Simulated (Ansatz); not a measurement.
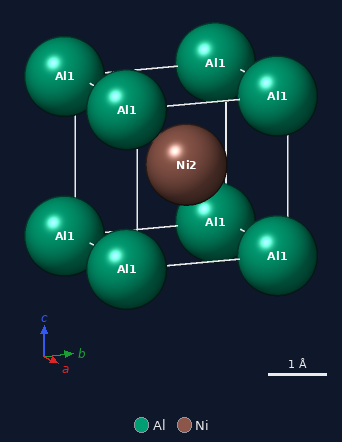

**Figure 1.** The input geometry of run A (spheres-only view of the cell of the calculation, seen slightly off an axis; atoms are numbered from 1 in the order of the input). An atom can appear more than once, as a periodic image.

# Two runs on AlNi

System: AlNi (Pmm2, 2 atoms in the cell).
Method of run A: DFT PBEsol, scalar-relativistic, plane waves, PAW, no spin polarisation (Ansatz 0.2.0).

The structure derives from a Materials Project entry. Text and figures count atoms from 1; the logs count them from 0 in places.

**Input, run A**
```yaml
crystal:
  lattice:
    - [2.0213280871, -2.0213497883, 0.0]
    - [2.0213280871, 2.0213497883, 0.0]
    - [0.0, 0.0, 2.8694088109]
  atoms:
    - { symbol: Al, position: [0.0, -0.0699641973, 0.0] }
    - { symbol: Ni, position: [0.5, 0.532162759, 0.5] }
basis:
  ecutwfc: 420
kpoints:
  mp_grid: { grid: [20, 20, 20] }
hamiltonian:
  xc: pbesol
scf:
  occupations: { method: gaussian, width: 0.15 }
output:
  forces: true
  stress: true
  eigenvalues: true
```

Command:
```bash
ansatz run input.yaml --threads 2 --pin off --max-ram 5120MiB --backend cpu --events-out ev --progress --plain --runs-dir out
```

Hardware: 2 threads of Arm Neoverse V2, 24 GiB of memory available, shared host.

**Output, shortened to warnings, some set-up lines, iterations and results (run A)**
```
Warning: 2 symmetry operations that the atoms keep within the bar at which the run's group was sought (crystal.symmetry.tolerance 1.0e-5, or twice it) were not taken beside the 2 unitary ones that the detection took (of a slab, those that keep its plane). If the more symmetric cell is meant, write the vectors of crystal.lattice to more decimals, or, with the positions in fractional coordinates, …
Basis set: ecut = 420 eV, 461 PW (Γ), exchange–correlation on 40×40×40 points (8 copies of the dense FFT grid, shifted against one another)
Symmetry: 2 space group operations
k-points: 2222 of 8000 (time reversal used)
Initial density: superposition of atomic densities (neutral atoms: chi_scale 0, normalization atom), corrected by the library's trained network
[...]
SCF iter   1: F=—  HF=-6330.609465 eV  |F-HF|=—  |Δ(HF+E_count)|=         —  Δρ=1.80e-2  dr2=4.37e-2  ethr=1.77e-3  ⟨swp⟩=4.4  Hψ=149242  notcnv=0
SCF iter   2: F=—  HF=-6330.604019 eV  |F-HF|=—  |Δ(HF+E_count)|=   5.45e-3  Δρ=6.07e-3  dr2=5.71e-3  ethr=2.08e-4  ⟨swp⟩=1.7  Hψ=53220  notcnv=0  defer=70
SCF iter   3: F=—  HF=-6330.603354 eV  |F-HF|=—  |Δ(HF+E_count)|=   6.65e-4  Δρ=9.48e-4  dr2=1.48e-4  ethr=2.72e-5  ⟨swp⟩=1.0  Hψ=32807  notcnv=0  defer=70
SCF iter   4: F=—  HF=-6330.603334 eV  |F-HF|=—  |Δ(HF+E_count)|=   1.99e-5  Δρ=6.64e-5  dr2=3.16e-7  ethr=7.04e-7  ⟨swp⟩=1.3  Hψ=36208  notcnv=0  defer=70
SCF iter   5: F=—  HF=-6330.603322 eV  |F-HF|=—  |Δ(HF+E_count)|=   1.14e-5  Δρ=2.48e-5  dr2=7.40e-8  ethr=1.50e-9  ⟨swp⟩=2.0  Hψ=54850  notcnv=0  defer=70
SCF iter   6: F=-6330.603322 eV  HF=-6330.603322 eV  |F-HF|=6.68e-10  |Δ(HF+E_count)|=   2.04e-8  Δρ=1.94e-6  dr2=7.32e-10  ethr=3.52e-10  ⟨swp⟩=3.8  Hψ=124147  notcnv=0
SCF 1 converged in 6 iterations: F = -6330.603322 eV  dr2 = 7.32e-10
SCF converged after 6 iterations
Free energy (F): -6330.603322 eV
Harris-Foulkes:  -6330.603322 eV  (|F-HF|=6.68e-10)
Internal energy: -6330.593927 eV  (E = F + TS)
E sigma→0 (E₀):  -6330.598625 eV
Entropy (-TS):   -0.009395 eV (-4.698 meV/atom)
Fermi energy:    14.157710 eV
--- Per-component energies (eV) ---
  E_band       = -332.777073
  E_kinetic    = 313.041141
  E_local      = -4429.725173  (includes V_loc(G=0)·N_el)
  E_nonlocal   = 649.242933
  E_hartree    = 1904.715297
  E_xc         = -126.131650
  E_vxc        = -141.415790  (∫ρ·V_xc dr)
  E_paw        = -2053.125063  (= ΣΔE_a)
  E_vpaw       = -533.352605  (= ΣTr[D̂ρ^β])
  E_aug_tail   = 0.000393  (compensation charges beyond the density's cutoff)
  E_ewald      = -2588.828233
  E_core_change = 0.216428  (= ΣΔE_core)
  E_smearing   = -0.009395  (= −TS)
  E_closure    = -0.000000  (closes the sum)
  Σ components = -6330.603322   (vs F -6330.603322, Δ=0.00e0)
--- Forces (eV/Å), atoms counted from 1 ---
  atom   1  Al     1.27815674     1.27804794     0.00000000
  atom   2  Ni    -1.27815682    -1.27804803     0.00000000
  max |Σ_I F_I| component: 9.62e-8 eV/Å
--- Stress (GPa, compression-positive) ---
        5.070368      -2.415916       0.000000
       -2.415916       5.067825       0.000000
        0.000000       0.000000       7.283250
  P = ⅓ Tr σ = 5.8071 GPa (58.071 kbar)
```

The input of run B differs as follows (lines with − go, lines with + come):
```diff
-    - { symbol: Al, position: [0.0, -0.0699641973, 0.0] }
-    - { symbol: Ni, position: [0.5, 0.532162759, 0.5] }
+    - { symbol: Al, position: [0.0, 0.0087455247, 0.0] }
+    - { symbol: Ni, position: [0.5, 0.4959796551, 0.5] }
```

What does this change do to the results?

With the same functional and potentials, run B lies 130.1 meV per atom lower. The pressure goes from 5.81 to 0.11 GPa. The largest force goes from 1.808 to 0.226 eV/Å. The number of SCF iterations is the same.

**Output, shortened to warnings, some set-up lines, iterations and results (run B)**
```
Warning: 2 symmetry operations that the atoms keep within the bar at which the run's group was sought (crystal.symmetry.tolerance 1.0e-5, or twice it) were not taken beside the 2 unitary ones that the detection took (of a slab, those that keep its plane). If the more symmetric cell is meant, write the vectors of crystal.lattice to more decimals, or, with the positions in fractional coordinates, …
Basis set: ecut = 420 eV, 461 PW (Γ), exchange–correlation on 40×40×40 points (8 copies of the dense FFT grid, shifted against one another)
Symmetry: 2 space group operations
k-points: 2222 of 8000 (time reversal used)
Initial density: superposition of atomic densities (neutral atoms: chi_scale 0, normalization atom), corrected by the library's trained network
[...]
SCF iter   1: F=—  HF=-6330.870381 eV  |F-HF|=—  |Δ(HF+E_count)|=         —  Δρ=1.92e-2  dr2=5.03e-2  ethr=1.77e-3  ⟨swp⟩=4.4  Hψ=149217  notcnv=0
SCF iter   2: F=—  HF=-6330.864283 eV  |F-HF|=—  |Δ(HF+E_count)|=   6.10e-3  Δρ=6.59e-3  dr2=6.76e-3  ethr=2.39e-4  ⟨swp⟩=1.7  Hψ=53875  notcnv=0  defer=86
SCF iter   3: F=—  HF=-6330.863514 eV  |F-HF|=—  |Δ(HF+E_count)|=   7.69e-4  Δρ=1.01e-3  dr2=1.74e-4  ethr=3.22e-5  ⟨swp⟩=1.0  Hψ=32818  notcnv=0  defer=86
SCF iter   4: F=—  HF=-6330.863490 eV  |F-HF|=—  |Δ(HF+E_count)|=   2.36e-5  Δρ=7.32e-5  dr2=3.94e-7  ethr=8.30e-7  ⟨swp⟩=1.3  Hψ=35454  notcnv=0  defer=86
SCF iter   5: F=—  HF=-6330.863494 eV  |F-HF|=—  |Δ(HF+E_count)|=   3.30e-6  Δρ=1.26e-5  dr2=3.31e-8  ethr=1.88e-9  ⟨swp⟩=2.0  Hψ=55188  notcnv=0  defer=86
SCF iter   6: F=-6330.863494 eV  HF=-6330.863494 eV  |F-HF|=4.77e-10  |Δ(HF+E_count)|=   4.48e-9  Δρ=1.85e-6  dr2=9.06e-10  ethr=1.58e-10  ⟨swp⟩=3.1  Hψ=119475  notcnv=0
SCF 1 converged in 6 iterations: F = -6330.863494 eV  dr2 = 9.06e-10
SCF converged after 6 iterations
Free energy (F): -6330.863494 eV
Harris-Foulkes:  -6330.863494 eV  (|F-HF|=4.77e-10)
Internal energy: -6330.853671 eV  (E = F + TS)
E sigma→0 (E₀):  -6330.858582 eV
Entropy (-TS):   -0.009823 eV (-4.911 meV/atom)
Fermi energy:    14.186867 eV
--- Per-component energies (eV) ---
  E_band       = -331.613824
  E_kinetic    = 312.150977
  E_local      = -4419.050801  (includes V_loc(G=0)·N_el)
  E_nonlocal   = 648.683499
  E_hartree    = 1900.282574
  E_xc         = -125.919393
  E_vxc        = -141.157037  (∫ρ·V_xc dr)
  E_paw        = -2052.773724  (= ΣΔE_a)
  E_vpaw       = -532.804999  (= ΣTr[D̂ρ^β])
  E_aug_tail   = 0.000390  (compensation charges beyond the density's cutoff)
  E_ewald      = -2594.443621
  E_core_change = 0.216428  (= ΣΔE_core)
  E_smearing   = -0.009823  (= −TS)
  E_closure    = -0.000000  (closes the sum)
  Σ components = -6330.863494   (vs F -6330.863494, Δ=0.00e0)
--- Forces (eV/Å), atoms counted from 1 ---
  atom   1  Al    -0.16012820    -0.16011419     0.00000000
  atom   2  Ni     0.16013541     0.16012141     0.00000000
  max |Σ_I F_I| component: 7.22e-6 eV/Å
--- Stress (GPa, compression-positive) ---
        0.195537      -0.035627       0.000000
       -0.035627       0.192828       0.000000
        0.000000       0.000000      -0.059035
  P = ⅓ Tr σ = 0.1098 GPa (1.098 kbar)
```

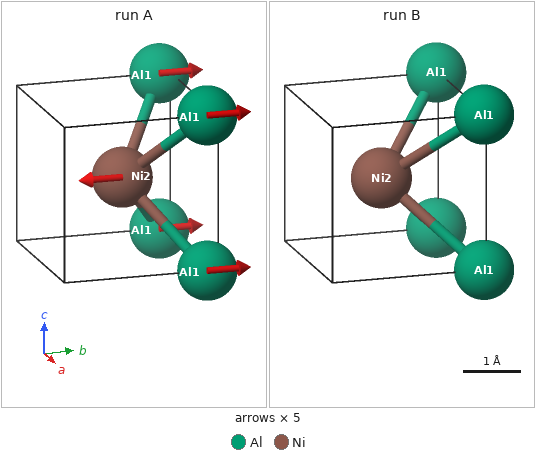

**Figure 2.** The two input geometries at one scale (ball-and-stick view of the cell of the calculation, seen slightly off an axis). The red arrows on the first give the shifts of the atoms relative to the cell, with their mean removed, magnified 5 times. The largest moves, 0.16 Å, are those of Al1 and Ni2. Largest moves by element: Al 0.16 Å, Ni 0.16 Å. (The mean shift of all atoms is removed.) The cell stays as it was. Among the contacts that change: Al1–Ni2 2.658 → 2.458 Å.

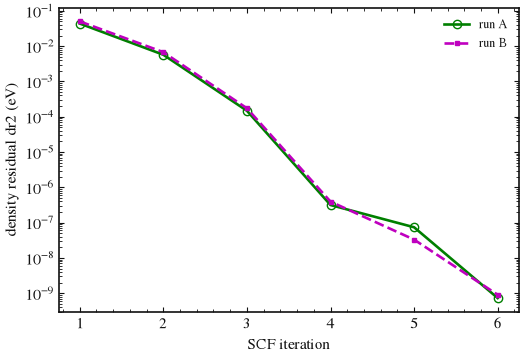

**Figure 3.** Convergence of the two runs: density residual dr2 against the SCF iteration. Run A takes 6 iterations in all, and run B takes 6.

**The two runs side by side**

```csv
quantity,run A,run B
outcome,converged,converged
free energy per atom (eV),−3165.3017,−3165.4317
"energy per atom, smearing taken to zero (eV)",−3165.2993,−3165.4293
gap on the mesh (eV),0.00,0.00
pressure (GPa),5.81,0.11
largest force (eV/Å),1.808,0.226
SCF iterations,6,6
irreducible k-points,2222,2222
plane waves at Γ,461,461
wall time (shared host),34 s,24 s
```

For both runs: Warnings: near-symmetries of the structure were not used. The run has no spin polarisation, so a magnetic state may lie lower. For run A: The cell is under a pressure of 5.8 GPa at this level, so it is not at its equilibrium volume.
